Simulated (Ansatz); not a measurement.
Si$_{32}$C$_{32}$H: several calculations on one system

## 1. Relaxation

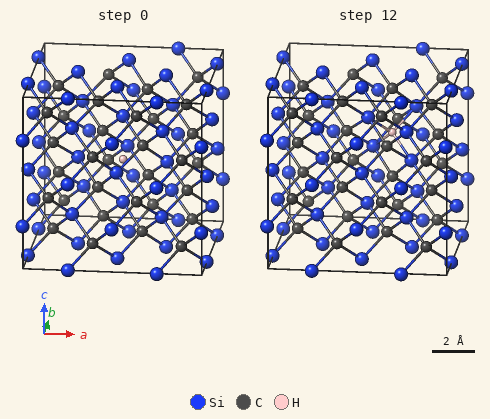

The structure of a defect cell of composition Si32C32H (cell charge −1) before (left) and after (right) a relaxation, at one scale.

Style: ball-and-stick. Shown: the cell of the calculation (origin shifted), from a free direction.

Method: Ansatz, DFT, PBEsol, PAW, plane waves. Set-up: plane-wave cutoff 420 eV; k-point mesh 1 × 1 × 1; mesh shifted by (0.25, 0.25, 0.25); no spin polarisation; atoms relaxed in a fixed cell; force threshold 0.03 eV/Å; at most 80 steps.

Summarise the run.

Answer. After 12 geometry steps the energy has fallen by 3.377 eV per cell of the calculation. The largest force component goes from 1.7 to 0.0088 eV/Å. The H atom moves most: 1.85 Å along [1 1 1]. Largest moves by element: H 1.85 Å, Si 0.10 Å, C 0.08 Å. The lattice vectors keep their values. Among the contacts that change: H–Si 3.762 → 1.818 Å, H–Si 2.221 → 1.826 Å, H–Si 2.189 → 1.825 Å, H–Si 2.149 → 1.826 Å. Bond angles that change, for instance: Si–C–Si 111.3° → 103.7°, Si–C–Si 110.4° → 103.7°, Si–C–Si 109.8° → 103.1°. The run took 5.4 s on 1 × NVIDIA GB200 with 8 threads of Arm Neoverse-V2, peak memory 1.6 GiB.

Limits of the set-up: the cell is charged, on a uniform background, and energies carry no finite-size correction.

## 2. Relaxation

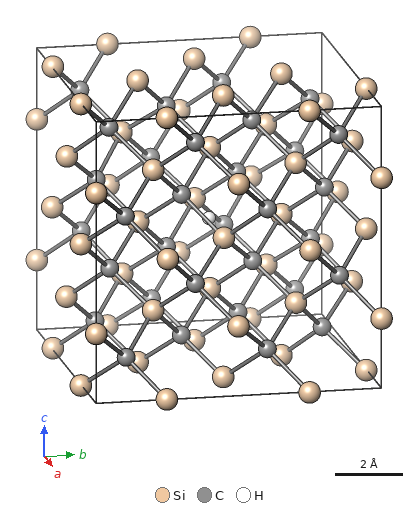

Starting structure of a defect cell of composition Si32C32H. The picture is a ball-and-stick view of the cell of the calculation (origin shifted), seen slightly off an axis.

The calculation used DFT, PBEsol, PAW, plane waves in Ansatz 0.2.0.

(plane-wave cutoff 420 eV; k-point mesh 1 × 1 × 1; mesh shifted by (0.25, 0.25, 0.25); collinear spin; atoms relaxed in a fixed cell; force threshold 0.03 eV/Å; at most 80 steps)

```
Si C H
1.0
     8.71371    0.00000    0.00000
     0.00000    8.71371    0.00000
     0.00000    0.00000    8.71371
Si C H
32 32 1
Direct
  0.00135 0.99887 0.99702
  0.00053 0.99888 0.49675
  0.00082 0.49857 0.00188
  0.00227 0.49702 0.49702
  0.50055 0.00011 0.99628
  0.49837 0.99884 0.49746
  0.50199 0.50054 0.00207
  0.50185 0.50102 0.50093
  0.24746 0.24393 0.00301
  0.24845 0.24621 0.50023
  0.24657 0.75039 0.00145
  0.25164 0.75099 0.50482
  0.75457 0.24949 0.00155
  0.74880 0.25050 0.50112
  0.75137 0.74950 0.99843
  0.74454 0.75199 0.49975
  0.25379 0.00245 0.25007
  0.25238 0.00009 0.75072
  0.25098 0.49799 0.25067
  0.25102 0.49956 0.75449
  0.75173 0.99673 0.24851
  0.74976 0.99732 0.75030
  0.74377 0.49721 0.24938
  0.74962 0.49870 0.74522
  0.00078 0.24634 0.25095
  0.00240 0.24963 0.74959
  0.99909 0.74708 0.24786
  0.00133 0.74969 0.75262
  0.50113 0.24791 0.25217
  0.49542 0.25076 0.74970
  0.50533 0.75077 0.25007
  0.49723 0.75244 0.74905
  0.12264 0.12427 0.12613
  0.12805 0.12795 0.62739
  0.12610 0.62071 0.12651
  0.12643 0.62827 0.62213
  0.62331 0.12215 0.12496
  0.62382 0.12479 0.62436
  0.62427 0.62231 0.12416
  0.62837 0.62488 0.62496
  0.37932 0.37368 0.12387
  0.37681 0.37490 0.62303
  0.37588 0.87810 0.12065
  0.37378 0.88013 0.62347
  0.87269 0.37305 0.12328
  0.87700 0.37233 0.62314
  0.87541 0.87453 0.12475
  0.87550 0.87738 0.62418
  0.37711 0.12432 0.37281
  0.37708 0.12843 0.87499
  0.37596 0.62569 0.37593
  0.37298 0.62206 0.87402
  0.87371 0.13003 0.37327
  0.87647 0.12677 0.87532
  0.87437 0.62490 0.37644
  0.87648 0.62548 0.87410
  0.12568 0.37447 0.37203
  0.12657 0.37118 0.87512
  0.12726 0.87648 0.37776
  0.12455 0.87732 0.86935
  0.62371 0.37549 0.37376
  0.62811 0.37563 0.87428
  0.62519 0.86867 0.37578
  0.62716 0.87614 0.87253
  0.50307 0.49758 0.75084
```

**What does the optimiser find from here?**

The largest move is that of H65, 1.86 Å along [1 1 1]. Largest moves by element: H 1.86 Å, Si 0.08 Å, C 0.07 Å. The cell stays as it was. Some distances before and after: Si15–H65 3.762 → 1.874 Å, Si32–H65 2.221 → 1.895 Å, Si16–C63 1.812 → 1.883 Å, Si7–C39 1.842 → 1.904 Å. Bond angles that change, for instance: C33–Si9–C50 113.3° → 109.6°, Si18–C60–Si28 112.8° → 109.1°, Si2–C53–Si21 106.1° → 109.4°. After 12 geometry steps the energy has fallen by 1.731 eV per cell of the calculation. The largest force component goes from 1.9 to 0.021 eV/Å.

History of the run:

```
step  E − E(0), meV/atom  largest force component, eV/Å
   0                0.00                         1.9274
   1              -10.82                         0.9288
   2              -15.54                         0.3062
   3              -17.24                         0.3459
   4              -19.04                         0.3030
   5              -20.51                         0.2749
   6              -21.95                         0.3070
   7              -23.40                         0.3150
   8              -24.78                         0.2765
   9              -25.95                         0.2048
  10              -26.61                         0.0496
  11              -26.61                         0.0585
  12              -26.63                         0.0207
```

The end point in the same view:

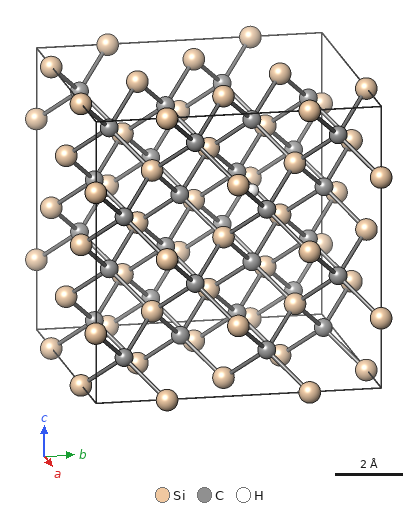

## 3. Defect

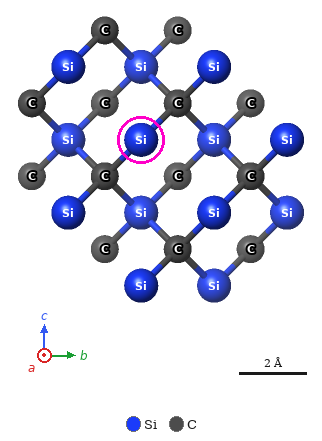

Perfect SiC. A ball-and-stick model of the atoms within 4.6 Å of one point, in a slice 3.4 Å thick across the line of sight, seen along the a axis.

The calculation used DFT, PBEsol, PAW, plane waves in Ansatz. (plane-wave cutoff 420 eV; k-point mesh 1 × 1 × 1; mesh shifted by (0.25, 0.25, 0.25); collinear spin) Fermi-Dirac smearing of 0.01 eV. The axes drawn are those of the host's conventional cell.

An extra hydrogen atom is put between the host's atoms (an interstitial) at the ringed place, in charge state 0. The supercell has 64 sites, and the atoms are relaxed at the host's cell.

**How do the neighbours respond?**

The H atom starts with 4 C at 1.88 to 1.89 Å, 6 Si at 2.17 to 2.18 Å around its place and ends with 4 Si at 1.87 to 1.89 Å, 6 C at 2.20 to 2.21 Å. Of the host's atoms, a carbon atom moves furthest from its site, by 0.03 Å. The H atom itself moves 1.89 Å from where it was put. The cell's net moment is 1.00 μB.

The relaxed defect, seen from the same direction:

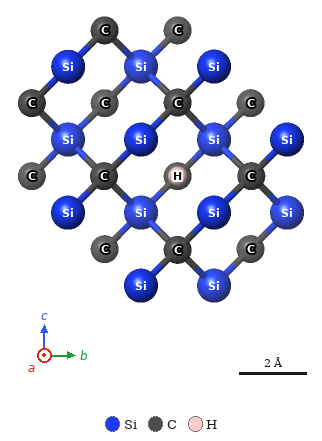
